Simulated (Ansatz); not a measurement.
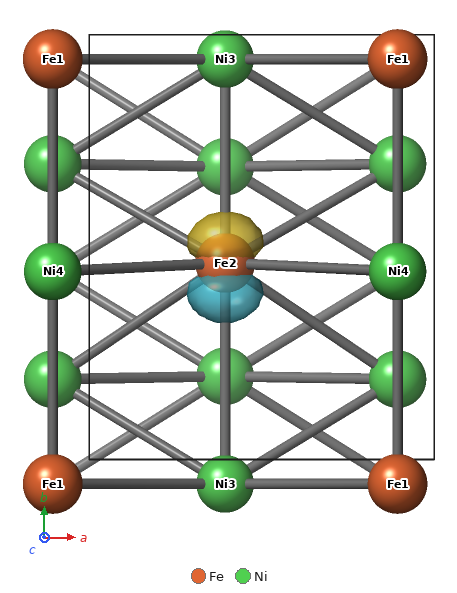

FeNi$_{3}$: one atom of the 8-atom cell (and its periodic copies) was moved a little. Density after less density before, yellow at +2 and cyan at −2 e/Å³, seen along the c axis; cell a = 4.03 Å, b = 4.97 Å, c = 4.31 Å, α = 90.00°, β = 90.00°, γ = 90.00°. The lobes lie largely inside the PAW sphere, where the density is a smoothed one.

Space group Pmmn; the calculation finds a residual pressure of about −4 GPa at this fixed cell; spin-polarised. Net moment 9.0 μB in the 8-atom cell of the calculation; other magnetic orders weren't tried. The cell comes from a database of computed structures, not from a measurement.

Level of theory: Ansatz, DFT PBEsol, scalar-relativistic, plane waves, PAW.

Find the displaced atom and its direction.

Fe2 moved towards the yellow lobe, upwards in the picture. In the run the shift was 0.10 Å along [0 1 0] in the axes of the cell drawn.

What restoring force does the calculation give for this move?

The force on it changes by 0.90 eV/Å along the move, against it: a stiffness of about 9 eV/Å² for this sublattice shift.

Run times: 13 min (moved atom) and 6.2 min (base cell), on 2 threads of Arm Neoverse N1, on a shared host.
